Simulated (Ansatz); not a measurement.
MnF₂: single-point calculation (part 2 of 2)

Continued. System: MnF₂ (6 atoms in the cell). Method: DFT PBEsol+U, scalar-relativistic, plane waves, PAW, Ueff = 4 eV on Mn atom 1 d; Ueff = 4 eV on Mn atom 2 d, spin-polarised (Ansatz 0.2.0); cutoff 420 eV, 4×4×6 k-mesh, Gaussian smearing of 0.05 eV, collinear spins. The structure derives from an entry of the Crystallography Open Database. It belongs to a series of runs on one base structure; here: random orbitals: harmonics, high filling.

Geometry of the input (Å; fractional positions):
```
4.8734  0.0000  0.0000
0.0000  4.8734  0.0000
0.0000  0.0000  3.3099
Mn 0.0000  0.0000  0.0000
Mn 0.5000  0.5000  0.5000
F  0.3050  0.3050  0.0000
F  0.1950  0.8050  0.5000
F  0.6950  0.6950  0.0000
F  0.8050  0.1950  0.5000
```

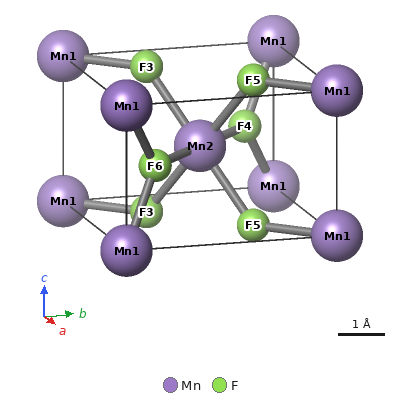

*The structure (ball-and-stick view of the cell of the calculation, seen slightly off an axis; atoms are numbered from 1 in the order of the input).*

Log, continued
```
SCF iter   1: F=—  HF=-10960.109641 eV  |F-HF|=—  |Δ(HF+E_count)|=         —  Δρ=5.12e-1 (↑2.03e-1 ↓5.12e-1)  dr2=3.64e2  dr2_m=2.44e1  M=4.509 μB ∫|m|=4.509 μB  β_m=0.30  ethr=3.10e-3  ⟨swp⟩=6.2  Hψ=7508  notcnv=0  defer=4
preconditioner: auto → Kerker (q_TF=auto, 2.593 Å⁻¹)  [metal: Δε(μ)=0.010 eV  Ē_g=13.505 eV  σ=0.050 eV  W_gap=0.11  n_scr=22 (ndim 8)  ℏωp=27.1 eV  f_vac=0.063  D(μ)=10.70/eV (n_scr^D=160)]
spin=Collinear: Kerker preconditioning applied to the charge; magnetization (m = ρ↑ − ρ↓) channel mixes plain (no charge-response kernel on spin).
SCF iter   2: F=—  HF=-10941.495905 eV  |F-HF|=—  |Δ(HF+E_count)|=    1.86e1  Δρ=1.02e-1 (↑7.92e-2 ↓1.02e-1)  dr2=8.93e0  dr2_m=1.81e0  M=10.000 μB ∫|m|=10.000 μB  β_m=1.00  ethr=3.10e-3  ⟨swp⟩=4.0  Hψ=5347  notcnv=0  defer=171
preconditioner: auto → Resta (q_TF=auto, 2.593 Å⁻¹)  ε∞=3.8  [insulator: Δε(μ)=2.080 eV  Ē_g=16.195 eV  σ=0.050 eV  W_gap=1.00  n_scr=22 (ndim 8)  ℏωp=27.1 eV  f_vac=0.037  D(μ)=0.00/eV (n_scr^D=0)  ε∞_Penn≈3.8]
spin=Collinear: Resta preconditioning applied to the charge; magnetization (m = ρ↑ − ρ↓) channel mixes plain (no charge-response kernel on spin).
SCF iter   3: F=—  HF=-10939.538011 eV  |F-HF|=—  |Δ(HF+E_count)|=    1.96e0  Δρ=4.04e-2 (↑4.04e-2 ↓3.99e-2)  dr2=2.46e0  dr2_m=1.90e-2  M=10.000 μB ∫|m|=10.000 μB  β_m=1.00  ethr=3.10e-3  ⟨swp⟩=3.0  Hψ=4156  notcnv=0  defer=168
SCF iter   4: F=—  HF=-10939.783494 eV  |F-HF|=—  |Δ(HF+E_count)|=   2.45e-1  Δρ=1.33e-2 (↑1.33e-2 ↓1.28e-2)  dr2=2.13e-1  dr2_m=2.90e-2  M=10.000 μB ∫|m|=10.000 μB  β_m=0.30  ethr=3.10e-3  ⟨swp⟩=2.7  Hψ=4304  notcnv=0  defer=177
Mixer restart at iter 4: flushing history
spin-set hold released at iteration 4 (site moments contracting): the magnetisation degrees of freedom join the quasi-Newton model from the next iteration; the mixer history was flushed
SCF iter   5: F=—  HF=-10940.095037 eV  |F-HF|=—  |Δ(HF+E_count)|=   3.12e-1  Δρ=8.27e-3 (↑7.45e-3 ↓8.27e-3)  dr2=8.32e-2  dr2_m=1.16e-2  M=10.000 μB ∫|m|=10.000 μB  β_m=0.61  ethr=3.68e-4  ⟨swp⟩=2.3  Hψ=2827  notcnv=0  defer=169
SCF iter   6: F=—  HF=-10940.452082 eV  |F-HF|=—  |Δ(HF+E_count)|=   3.57e-1  Δρ=3.32e-3 (↑3.32e-3 ↓3.27e-3)  dr2=1.72e-2  dr2_m=8.75e-4  M=10.000 μB ∫|m|=10.000 μB  β_m=0.59  ethr=1.44e-4  ⟨swp⟩=2.5  Hψ=3853  notcnv=0  defer=169
SCF iter   7: F=—  HF=-10940.457646 eV  |F-HF|=—  |Δ(HF+E_count)|=   5.56e-3  Δρ=8.57e-4 (↑8.04e-4 ↓8.57e-4)  dr2=2.26e-3  dr2_m=1.83e-5  M=10.000 μB ∫|m|=10.000 μB  β_m=0.80  ethr=2.97e-5  ⟨swp⟩=2.0  Hψ=3269  notcnv=0  defer=169
SCF iter   8: F=—  HF=-10940.459848 eV  |F-HF|=—  |Δ(HF+E_count)|=   2.20e-3  Δρ=1.77e-4 (↑1.77e-4 ↓1.67e-4)  dr2=1.56e-4  dr2_m=6.42e-7  M=10.000 μB ∫|m|=10.000 μB  β_m=0.90  ethr=3.89e-6  ⟨swp⟩=2.0  Hψ=2938  notcnv=0  defer=169
SCF iter   9: F=—  HF=-10940.460059 eV  |F-HF|=—  |Δ(HF+E_count)|=   2.11e-4  Δρ=5.19e-5 (↑4.60e-5 ↓5.19e-5)  dr2=1.20e-5  dr2_m=1.17e-7  M=10.000 μB ∫|m|=10.000 μB  β_m=0.95  ethr=2.69e-7  ⟨swp⟩=2.0  Hψ=2504  notcnv=0  defer=169
SCF iter  10: F=—  HF=-10940.460068 eV  |F-HF|=—  |Δ(HF+E_count)|=   9.35e-6  Δρ=4.32e-5 (↑4.32e-5 ↓1.49e-5)  dr2=1.20e-6  dr2_m=2.50e-7  M=10.000 μB ∫|m|=10.000 μB  β_m=0.88  ethr=2.07e-8  ⟨swp⟩=2.0  Hψ=2906  notcnv=0  defer=169
SCF iter  11: F=—  HF=-10940.460068 eV  |F-HF|=—  |Δ(HF+E_count)|=   1.22e-7  Δρ=8.63e-6 (↑8.63e-6 ↓7.61e-6)  dr2=1.38e-7  dr2_m=1.06e-9  M=10.000 μB ∫|m|=10.000 μB  β_m=0.93  ethr=2.07e-9  ⟨swp⟩=2.0  Hψ=3139  notcnv=0  defer=169
SCF iter  12: F=—  HF=-10940.460068 eV  |F-HF|=—  |Δ(HF+E_count)|=   1.49e-7  Δρ=2.15e-6 (↑2.15e-6 ↓1.60e-6)  dr2=1.02e-8  dr2_m=2.90e-10  M=10.000 μB ∫|m|=10.000 μB  β_m=0.97  ethr=2.38e-10  ⟨swp⟩=2.0  Hψ=2491  notcnv=0  defer=169
SCF iter  13: F=—  HF=-10940.460068 eV  |F-HF|=—  |Δ(HF+E_count)|=   1.79e-8  Δρ=5.12e-7 (↑5.12e-7 ↓2.59e-7)  dr2=2.89e-10  dr2_m=2.82e-11  M=10.000 μB ∫|m|=10.000 μB  β_m=0.97  ethr=1.76e-11  ⟨swp⟩=10.5  Hψ=11628  notcnv=0
Mixer restart at iter 13: flushing history
SCF iter  14: F=—  HF=-10940.460082 eV  |F-HF|=—  |Δ(HF+E_count)|=         —  Δρ=2.99e-6 (↑2.99e-6 ↓1.66e-6)  dr2=9.36e-9  dr2_m=8.71e-10  M=10.000 μB ∫|m|=10.000 μB  β_m=0.97  ethr=1.00e-12  ⟨swp⟩=2.2  Hψ=3213  notcnv=0
SCF iter  15: F=—  HF=-10940.493027 eV  |F-HF|=—  |Δ(HF+E_count)|=   3.29e-2  Δρ=4.85e-4 (↑1.83e-5 ↓4.85e-4)  dr2=1.63e-4  dr2_m=4.43e-5  M=10.000 μB ∫|m|=10.000 μB  β_m=0.98  ethr=1.00e-12  ⟨swp⟩=10.0  Hψ=13941  notcnv=0
SCF iter  16: F=—  HF=-10940.493153 eV  |F-HF|=—  |Δ(HF+E_count)|=   1.25e-4  Δρ=3.89e-4 (↑3.89e-4 ↓2.45e-4)  dr2=1.55e-4  dr2_m=7.60e-6  M=10.000 μB ∫|m|=10.000 μB  β_m=0.83  ethr=1.00e-12  ⟨swp⟩=5.2  Hψ=6996  notcnv=0
SCF iter  17: F=—  HF=-10940.493105 eV  |F-HF|=—  |Δ(HF+E_count)|=   4.73e-5  Δρ=1.01e-4 (↑2.48e-5 ↓1.01e-4)  dr2=9.79e-6  dr2_m=1.15e-6  M=10.000 μB ∫|m|=10.000 μB  β_m=0.83  ethr=1.00e-12  ⟨swp⟩=5.1  Hψ=6715  notcnv=0
SCF iter  18: F=—  HF=-10940.493103 eV  |F-HF|=—  |Δ(HF+E_count)|=   2.38e-6  Δρ=1.32e-5 (↑7.42e-6 ↓1.32e-5)  dr2=2.49e-7  dr2_m=4.71e-8  M=10.000 μB ∫|m|=10.000 μB  β_m=0.91  ethr=1.00e-12  ⟨swp⟩=4.0  Hψ=5384  notcnv=0
SCF iter  19: F=-10940.493103 eV  HF=-10940.493103 eV  |F-HF|=4.11e-8  |Δ(HF+E_count)|=   5.60e-9  Δρ=7.80e-6 (↑7.80e-6 ↓6.47e-6)  dr2=6.33e-8  dr2_m=7.93e-9  M=10.000 μB ∫|m|=10.000 μB  ethr=1.00e-12  ⟨swp⟩=8.9  Hψ=11286  notcnv=0
SCF 1 converged in 19 iterations: F = -10940.493103 eV  dr2 = 6.33e-8
  greatest PAW one-centre occupation: 1.005 electrons in one spin orbital (limit 2), on the Mn atom at site 1 (counted from 0), in its partial waves of l = 1
SCF converged after 19 iterations
Magnetization: 10.0000 μB (34.0000 up, 24.0000 down)
Absolute magnetization: 10.0001 μB (∫|ρ↑−ρ↓|, with the PAW one-centre terms)
Spin contamination: 0.0081 ħ² per cell (⟨S²⟩ above its minimum at these occupations)
Per-site moments (μB) at R_I (Å): [(4.225373652718119, 0.8671032594184582), (4.225373652718117, 0.8671032594184584), (0.0680689784696936, 0.8671032594184582), (0.06806897846969272, 0.8671032594184584), (0.06806897846969365, 0.8671032594184584), (0.06806897846969333, 0.8671032594184584)]
Free energy (F): -10940.493103 eV
Harris-Foulkes:  -10940.493103 eV  (|F-HF|=4.11e-8)
Internal energy: -10940.493103 eV  (E = F + TS)
E sigma→0 (E₀):  -10940.493103 eV
Fermi energy:    7.054470 eV
--- Per-component energies (eV) ---
  E_band       = -840.400601
  E_kinetic    = 1418.899899
  E_local      = -7220.643430  (includes V_loc(G=0)·N_el)
  E_nonlocal   = 811.965282
  E_hartree    = 2868.947990
  E_xc         = -530.943617
  E_vxc        = -683.406916  (∫ρ·V_xc dr)
  E_hubbard    = 0.799457  (on-site DFT+U / exact-exchange correction)
  E_vhub       = -19.147461  (the Hubbard potential's part of the band-sum identity)
  E_paw        = -3333.966772  (= ΣΔE_a)
  E_vpaw       = -885.986567  (= ΣTr[D̂ρ^β])
  E_aug_tail   = 0.008054  (compensation charges beyond the density's cutoff)
  E_ewald      = -4956.069036
  E_core_change = 0.509071  (= ΣΔE_core)
  E_smearing   = -0.000000  (= −TS)
  E_closure    = 0.000000  (closes the sum)
  Σ components = -10940.493103   (vs F -10940.493103, Δ=0.00e0)
--- Specified on-site occupations, and those of the state reported ---
  electrons in the specified blocks: 9.9000 specified, 10.3732 found
  site 0 (l=d) ↓: largest change of an orbital's occupation 0.0500; electrons 0.1000 specified, 0.1985 found; spectral distance 0.0680
  site 1 (l=d) ↓: largest change of an orbital's occupation 0.0500; electrons 0.1000 specified, 0.1985 found; spectral distance 0.0680
  site 0 (l=d) ↑: largest change of an orbital's occupation 0.0290; electrons 4.8500 specified, 4.9881 found; spectral distance 0.0618
  site 1 (l=d) ↑: largest change of an orbital's occupation 0.0290; electrons 4.8500 specified, 4.9881 found; spectral distance 0.0618
--- Forces (eV/Å), atoms counted from 1 ---
  atom   1  Mn     0.00000000    -0.00000000     0.00000000
  atom   2  Mn     0.00000000     0.00000000     0.00000000
  atom   3  F      0.00545359     0.00545359     0.00000000
  atom   4  F     -0.00545359     0.00545359     0.00000000
  atom   5  F     -0.00545359    -0.00545359     0.00000000
  atom   6  F      0.00545359    -0.00545359     0.00000000
  max |Σ_I F_I| component: 1.73e-18 eV/Å
--- Stress (GPa, compression-positive) ---
        1.552513       0.000000       0.000000
        0.000000       1.552513       0.000000
        0.000000       0.000000       1.644721
  P = ⅓ Tr σ = 1.5832 GPa (15.832 kbar)
--- Band table (eV; the first three rows and the last of 48) ---
  k-point 0 ↑: bands = ["-74.0716", "-74.0714", "-42.9960", "-42.9960", "-42.9460", "-42.9460", "-42.9410", "-42.9391", "-17.2345", "-16.7798", "-16.6345", "-16.6345", "-1.3641", "-0.9844", "-0.1194", "-0.0824", "-0.0824", "1.1292", "1.1476", "1.1476", "2.1011", "2.5450", "2.5450", "2.5780", "2.6642", "2.7666", "2.7666", "2.8357", "2.8875", "3.4759", "4.1397", "5.3034", "5.3034", "5.9145", "8.1944", "13.5092", "13.5092", "14.8942", "16.6548", "18.3446", "18.4310"]
  k-point 1 ↑: bands = ["-74.0713", "-74.0710", "-42.9951", "-42.9951", "-42.9463", "-42.9457", "-42.9457", "-42.9446", "-17.1660", "-16.7712", "-16.6540", "-16.6540", "-1.1492", "-0.8614", "-0.0865", "-0.0865", "0.0657", "0.6987", "1.3285", "1.3285", "1.4286", "1.9571", "1.9571", "2.6305", "2.8024", "2.8324", "2.8465", "3.2577", "3.2577", "3.7924", "4.0403", "5.0140", "5.0140", "5.6985", "8.9615", "14.1709", "14.1709", "15.0016", "16.7914", "17.6172", "18.4418"]
  k-point 2 ↑: bands = ["-74.0708", "-74.0705", "-42.9933", "-42.9933", "-42.9567", "-42.9556", "-42.9452", "-42.9452", "-17.0044", "-16.7758", "-16.6916", "-16.6916", "-0.6732", "-0.6108", "0.0573", "0.0573", "0.1100", "0.5733", "0.5823", "1.1879", "1.1879", "1.6729", "1.6729", "2.0756", "2.8231", "2.9920", "3.0431", "3.6752", "3.6752", "3.7697", "4.2424", "4.5502", "4.5502", "5.1375", "10.7398", "14.6452", "15.6215", "15.6215", "16.4763", "17.2361", "17.6074"]
  k-point 23 ↓: bands = ["-68.9913", "-68.9913", "-38.0113", "-38.0113", "-37.9725", "-37.9725", "-37.9515", "-37.9515", "-16.6338", "-16.6338", "-16.4971", "-16.4971", "-0.0910", "-0.0910", "0.5969", "0.5969", "1.4596", "1.4596", "1.6829", "1.6829", "2.5015", "2.5015", "2.5721", "2.5721", "11.0995", "11.0995", "11.1147", "11.1147", "11.3549", "11.3549", "11.6883", "11.6883", "12.0089", "12.0089", "15.5810", "15.5810", "15.6222", "15.6222", "16.5299", "16.5299", "16.8677"]
Occupation matrices written to [file]
--- Löwdin populations: 6 sites ---
  site symbol       q [e]    m [muB]
     0     Mn     13.5617     4.8049
     1     Mn     13.5617     4.8049
     2      F      7.6668     0.0859
     3      F      7.6668     0.0859
     4      F      7.6668     0.0859
     5      F      7.6668     0.0859
  spilling = 0.003611 (of n_electrons = 58.000000)
--- Occupation matrices: 2 shells (run DFT+U table (all-electron-ortho-atomic); ε = 4.73e-4) ---
  Mn0 d_3D: site group D2h (mmm)
  Mn0 d_3D up     Tr n = 4.9881  λ = 0.995 0.996 0.998 0.999 0.999  [xy 0.75 Ag(1.00) | xz 0.50 B3g(1.00) | z2 0.75 Ag(1.00) | 2× x2-y2 0.50 B2g(0.50)]
  Mn0 d_3D dn     Tr n = 0.1985  λ = 0.018 0.021 0.023 0.066 0.070  [z2 0.64 Ag(1.00) | x2-y2 1.00 B1g(1.00) | xz 0.50 B2g(1.00) | xz 0.50 B3g(1.00) | xy 0.64 Ag(1.00)]
  specified occupation → Mn0 d_3D up: matrix, ‖Δ‖_F = 0.0618, Tr Δ = -0.1381, displaced = 0.0690, d_λ = 0.0618; orbital distance = 0.0000
  specified occupation → Mn0 d_3D dn: matrix, ‖Δ‖_F = 0.0680, Tr Δ = -0.0985, displaced = 0.0513, d_λ = 0.0680; orbital distance = 0.0000
  Mn1 d_3D: site group D2h (mmm)
  Mn1 d_3D up     Tr n = 4.9881  λ = 0.995 0.996 0.998 0.999 0.999  [xy 0.75 Ag(1.00) | xz 0.50 B3g(1.00) | z2 0.75 Ag(1.00) | 2× x2-y2 0.50 B2g(0.50)]
  Mn1 d_3D dn     Tr n = 0.1985  λ = 0.018 0.021 0.023 0.066 0.070  [z2 0.64 Ag(1.00) | x2-y2 1.00 B1g(1.00) | xz 0.50 B2g(1.00) | xz 0.50 B3g(1.00) | xy 0.64 Ag(1.00)]
  specified occupation → Mn1 d_3D up: matrix, ‖Δ‖_F = 0.0618, Tr Δ = -0.1381, displaced = 0.0690, d_λ = 0.0618; orbital distance = 0.0000
  specified occupation → Mn1 d_3D dn: matrix, ‖Δ‖_F = 0.0680, Tr Δ = -0.0985, displaced = 0.0513, d_λ = 0.0680; orbital distance = 0.0000
  Tr n, λ and their labels are of the run-group-symmetrised matrices; stabiliser: 16 of 32 elements of G0×{1,Θ} (closed), max defect 1.8e-15 at τ = 1.0e-4
```

Summary

```csv
quantity,value
outcome,converged
space group (tolerance 0.01 Å),P4₂/mnm (136)
electrons treated,58
free energy,−10940.4931 eV
Fermi energy,7.054 eV
gap on the k-point mesh,2.28 eV
net moment of the cell,10.00 μB
integrated absolute moment,10.00 μB
pressure,1.58 GPa
largest force (length of the vector),0.008 eV/Å
hardware,"4 threads of Intel Xeon (Sapphire Rapids), 16 GiB of memory available, shared host"
wall time,4.2 s (CPU time 15 s)
peak memory,0.55 GiB
```
